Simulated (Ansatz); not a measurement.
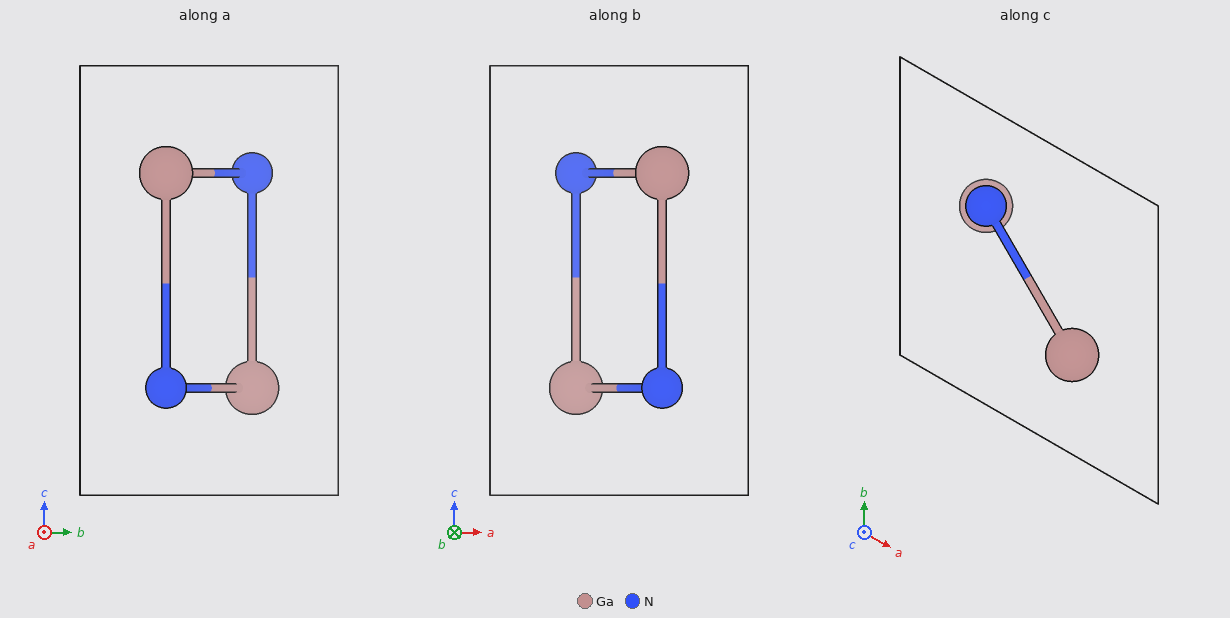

Shown here is a ball-and-stick view of the crystal, taken along the a axis, along the b axis and along the c axis. The lines enclose the conventional unit cell; boundary atoms appear with their images.

Lattice parameters: a = 3.3000 Å, b = 3.3000 Å, c = 4.7559 Å, α = 90.000°, β = 90.000°, γ = 120.000°.

Q: Give the structure in the form of a CIF with its space group and independent sites.

A:
```cif
data_structure
_symmetry_space_group_name_H-M 'P 63/m m c'
_symmetry_Int_Tables_number 194
_cell_length_a 3.3000
_cell_length_b 3.3000
_cell_length_c 4.7559
_cell_angle_alpha 90.000
_cell_angle_beta 90.000
_cell_angle_gamma 120.000
_cell_volume 44.85
loop_
_atom_site_label
_atom_site_type_symbol
_atom_site_symmetry_multiplicity
_atom_site_Wyckoff_symbol
_atom_site_fract_x
_atom_site_fract_y
_atom_site_fract_z
_atom_site_occupancy
Ga1 Ga 2 c 0.3333 0.6667 0.2500 1
N1 N 2 d 0.6667 0.3333 0.2500 1
```

Origin of the cell: a structure type filled with these elements by a generator (whether the compound takes this form wasn't checked). Earlier steps of the study may have refined or changed the cell and positions. It went into a calculation with Ansatz.
